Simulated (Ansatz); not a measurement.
The calculation's input:

```
crystal:
  lattice:
    - [0.0, 0.0, -2.8181728456]
    - [-2.573490222, -2.573490222, -1.4090864228]
    - [-10.2939608881, 10.2939608881, -0.8454518537]
  atoms:
    - { symbol: Ge, position: [0.48125, 0.5, 0.0625] }
    - { symbol: Ge, position: [-0.24375, 0.5, 0.8125] }
    - { symbol: Ge, position: [0.33125, 0.5, 0.5625] }
    - { symbol: Ge, position: [-0.09375, 0.5, 0.3125] }
    - { symbol: Ge, position: [-0.05625, 1.0, 0.1875] }
    - { symbol: Ge, position: [0.21875, 1.0, 0.9375] }
    - { symbol: Ge, position: [-0.20625, 1.0, 0.6875] }
    - { symbol: Ge, position: [0.36875, 1.0, 0.4375] }
basis:
  ecutwfc: 500
kpoints:
  mp_grid: { grid: [22, 16, 4] }
hamiltonian:
  xc: r2scan
scf:
  occupations: { method: gaussian, width: 0.15 }
output:
  forces: true
  stress: true
  eigenvalues: true
  write_density: true
  write_potential: true
  elf: true
  volumetric_format: npy
```

Launched as:

```sh
ansatz run input.yaml --threads 2 --pin off --max-ram 5120MiB --backend cpu --events-out ev --progress --plain --runs-dir out
```

Below, planes, directions and counts refer to the conventional cell (a = 2.82 Å, b = 3.90 Å, c = 14.58 Å, α = 88.80°, β = 86.68°, γ = 68.84°).

Space group P-1; a structure from a database of computed crystals, not necessarily the ambient phase.

These are results of DFT r2SCAN, scalar-relativistic, plane waves, PAW (Ansatz 0.2.0), not measurements.

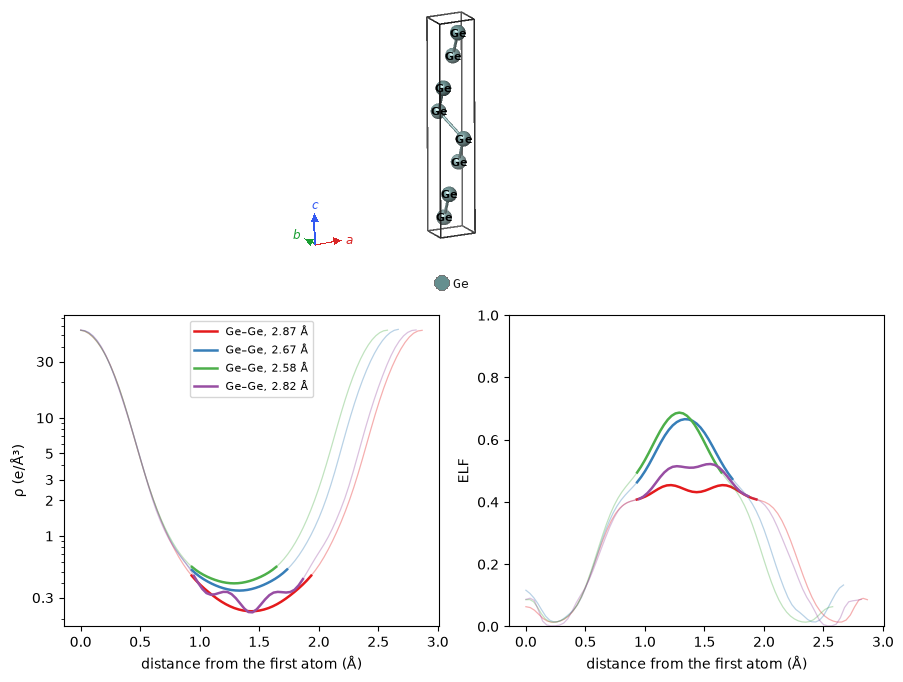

Ge. Valence pseudo-density and electron localisation function along straight lines between neighbouring atoms. Thin, pale parts lie inside the atomic spheres. The structure is drawn too.

In a PAW calculation such maps are meaningful between the atoms, not at the nuclei.

**Compare the contacts.**

Ge–Ge (2.87 Å): ρ is about 0.23 e/Å³ halfway; the ELF is about 0.45 at the midpoint.
Ge–Ge (2.67 Å): ρ at the midpoint is about 0.34 e/Å³; the ELF peaks at about 0.65 between the atoms.
Ge–Ge (2.58 Å): the density is about 0.4 e/Å³ at the midpoint; the ELF peaks at about 0.70 between the atoms.
Ge–Ge (2.82 Å): ρ is about 0.23 e/Å³ halfway; the ELF is about 0.50 at the midpoint.
